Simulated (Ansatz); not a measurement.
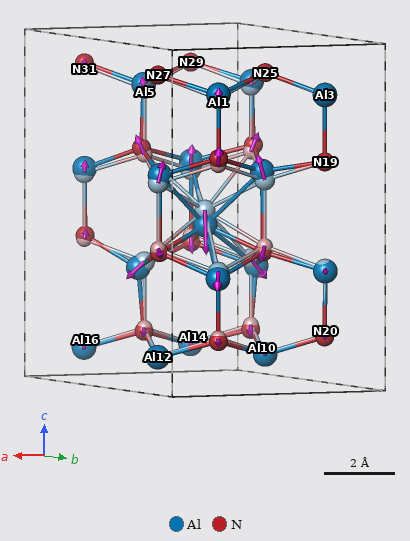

This is a relaxation of a defect cell of composition Al17N16. The starting structure is drawn faded, the final one solid; purple arrows show the displacements, magnified 3 times.

The picture is a ball-and-stick view of the cell of the calculation (origin shifted), seen from a free direction.

Case: Al interstitial, charge +0, atoms relaxed.

Theory: DFT PBE, scalar-relativistic, plane waves, PAW (Ansatz 0.2.0). (plane-wave cutoff 420 eV; k-point mesh 2 × 2 × 2; occupations gaussian; smearing width 0.02 eV; collinear spin; atoms relaxed in a fixed cell; force threshold 0.02 eV/Å; at most 60 steps)

Q: What did the optimiser do to the structure, and how much energy did it gain?

A: The largest move is that of an Al atom, 0.43 Å along [1 1 −3]. By element the largest moves are Al 0.43 Å, N 0.21 Å. The cell doesn't change. Near-neighbour distances that change, for instance: Al–N 2.316 → 2.855 Å, Al–N 2.367 → 2.890 Å, Al–N 1.915 → 2.347 Å, Al–Al 1.946 → 2.371 Å. Among the angles between lasting bonds that change: N–Al–Al 170.1° → 146.7°, N–Al–Al 168.7° → 146.4°, N–Al–Al 171.2° → 149.3°. After 14 accepted moves (16 points after the start) the energy has fallen by 4.460 eV per cell of the calculation. Largest force component: 7.1 eV/Å at the start, 0.0095 eV/Å at the end. The line search rejected the trial steps at points 4, 13 of the run. The program noted that the starting moments weren't kept. The run may lie on a higher electronic state than the lowest, so the end point isn't shown to be the ground-state structure.

Limits of the set-up: the k-point mesh is coarse for a cell with partly filled bands; the periodic images lie only 6.3 Å apart, so the values are limited by the cell's size.
